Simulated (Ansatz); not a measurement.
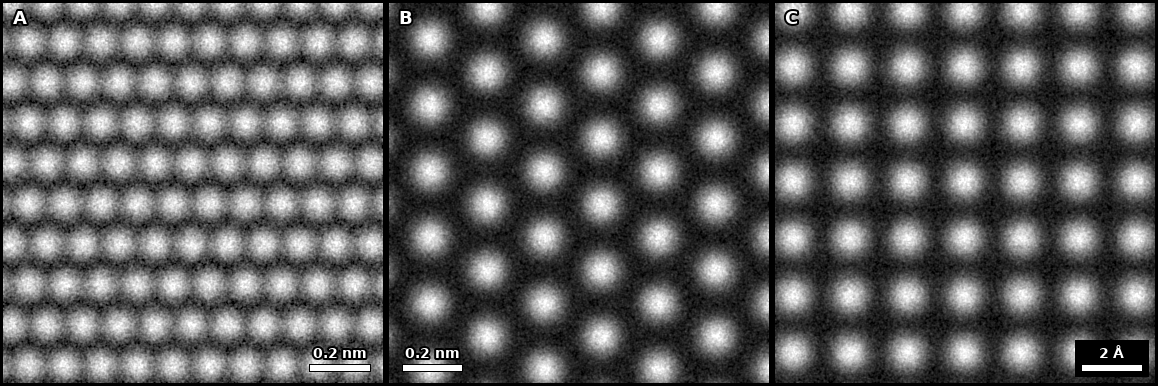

Three views of Co (Im-3m, No. 229) along different zone axes. Simulated incoherent Z contrast: every atom adds Z^1.7 spread by a probe of 0.84 Å full width; channelling and multiple scattering are left out. The probe carries 15 % of its weight in a tail 2.5 times as wide. The display is stretched by a gamma of 0.65; percentages refer to the linear signal. Shot noise was added. Structure used: the geometry relaxed with Ansatz, DFT, PBE, plane waves (420 eV) with PAW, scalar-relativistic; the starting structure was generated, so it need not be a known form of this composition.

```cif
data_structure
_symmetry_space_group_name_H-M 'Im-3m'
_symmetry_Int_Tables_number 229
_cell_length_a 2.7659
_cell_length_b 2.7659
_cell_length_c 2.7659
_cell_angle_alpha 90.000
_cell_angle_beta 90.000
_cell_angle_gamma 90.000
_cell_volume 21.16
loop_
_atom_site_label
_atom_site_type_symbol
_atom_site_symmetry_multiplicity
_atom_site_Wyckoff_symbol
_atom_site_fract_x
_atom_site_fract_y
_atom_site_fract_z
_atom_site_occupancy
Co1 Co 2 a 0.00000 0.00000 0.00000 1
```

Match the panels to the zone axes [001], [111] and [210].

Answer. A is [210]: projected cell 1.24 × 1.51 Å, 114°, plane group c2mm. B is [111]: projected cell 2.26 × 2.26 Å, 120°, plane group p6mm. C is [001]: projected cell 1.96 × 1.96 Å, 90°, plane group p4mm.
